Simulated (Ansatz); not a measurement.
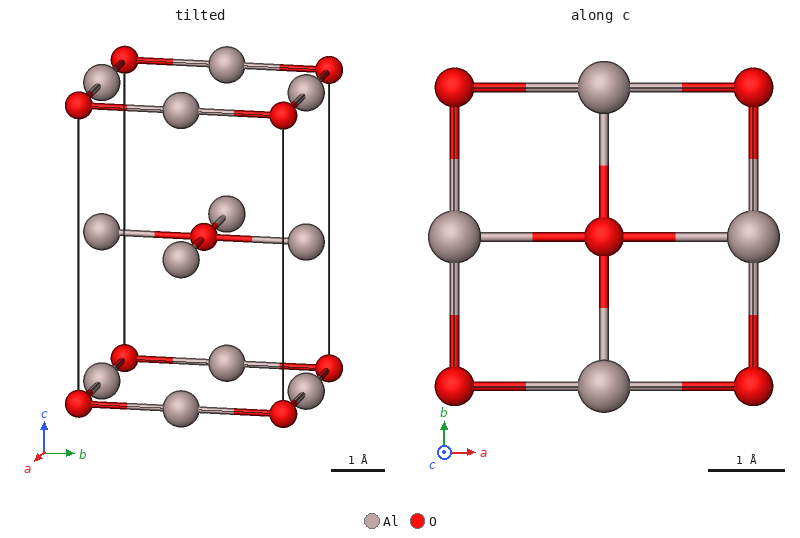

The image is a ball-and-stick drawing of a crystal, viewed slightly off an axis and along the c axis. The outline marks the conventional unit cell. Cell: a = 3.97 Å, b = 3.97 Å, c = 5.80 Å, α = 90.00°, β = 90.00°, γ = 90.00°.

Starting structure: a random cell made by a generator, so it need not be a real form of the compound. Earlier steps of the study may have refined or changed the cell and positions. A calculation with Ansatz used it as input.

Caption:

Formula: Al₂O. It takes space group I4/mmm (No. 139) on a body-centred tetragonal lattice. Cell content 4 Al, 2 O; Z = 2. The neighbours of Al are two O in a linear arrangement at about 2.0 Å. The O atoms are each bonded to four Al in a square planar arrangement at about 2.0 Å. The bonds build Al2O layers parallel to (001).

Run with DFT PBE, scalar-relativistic, plane waves, PAW in Ansatz 0.2.0 and these settings: wavefunction cutoff 420 eV, k-points about 0.14 Å⁻¹ apart, Gaussian smearing of 0.1 eV, no spin polarisation.

How large a gap does the method give, if there is one?

A metal: bands cross the Fermi level.

How are the electrons shared out in a Bader analysis?

Al +0.96 e; O -1.92 e.

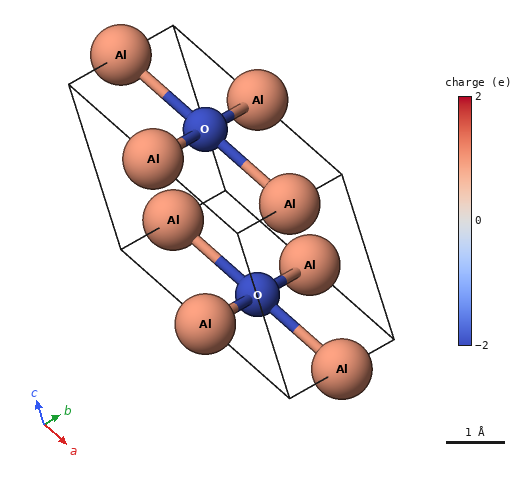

The atoms coloured by those charges. The run's cell of 3 atoms is drawn in a reduced setting, so axes and origin can differ from the first picture.

Is the structure in equilibrium?

Yes. All forces vanish to within 0.01 eV/Å. The pressure is 0.0 GPa, close to zero.
